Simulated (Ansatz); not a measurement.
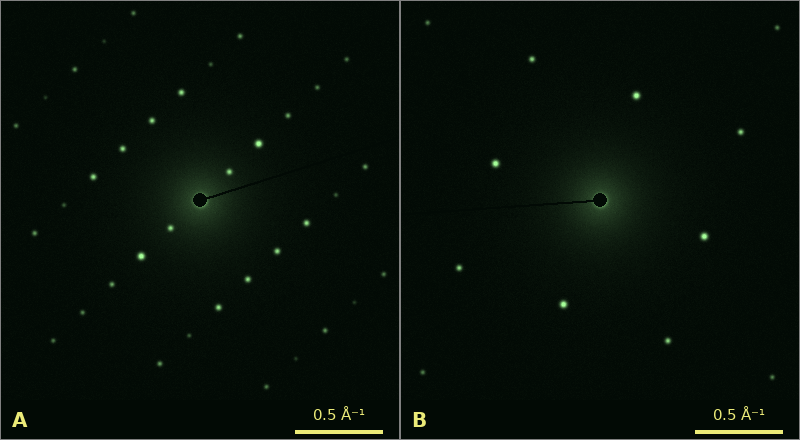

Kinematic electron diffraction patterns (300 kV, B = 0.5 Å², same scale, each along a low-index zone) of two structures of composition Be, each relaxed at zero pressure with DFT PBEsol, scalar-relativistic, plane waves, PAW in Ansatz 0.2.0.

The structures (standard cells):
1. Fmmm (No. 69), a = 2.270 Å, b = 3.620 Å, c = 8.556 Å, 8 atoms; generated start, possibly hypothetical
2. Fm-3m (No. 225), a = 3.146 Å, 4 atoms; generated start, possibly hypothetical

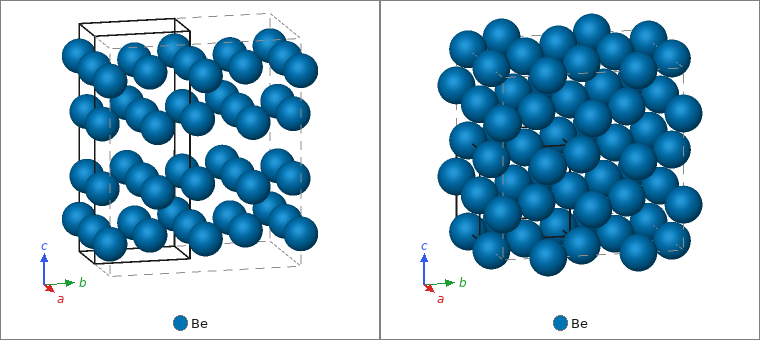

Drawings of the structures 1 to 2, from left to right (each may span several cells).

### Which pattern belongs to which structure, and along which zone?

A is structure 1 along [110] or an equivalent direction: centred rectangular net of 0 0 2 at d = 4.28 Å and 1 -1 1 at d = 1.88 Å, 77.3° apart (some points of this net are extinct or too weak to see). B is structure 2 along [001] or an equivalent direction: square net of 2 0 0 at d = 1.57 Å and 0 2 0 at d = 1.57 Å, 90.0° apart.

### Rank the structures by their computed energy.

Structure 2 (Fm-3m, 7.79 Å³ an atom) is the lowest of these; structure 1 (Fmmm, 8.79 Å³ an atom) lies about 260 meV an atom higher. These are static energies at 0 K; other structures, not shown, may lie lower still.
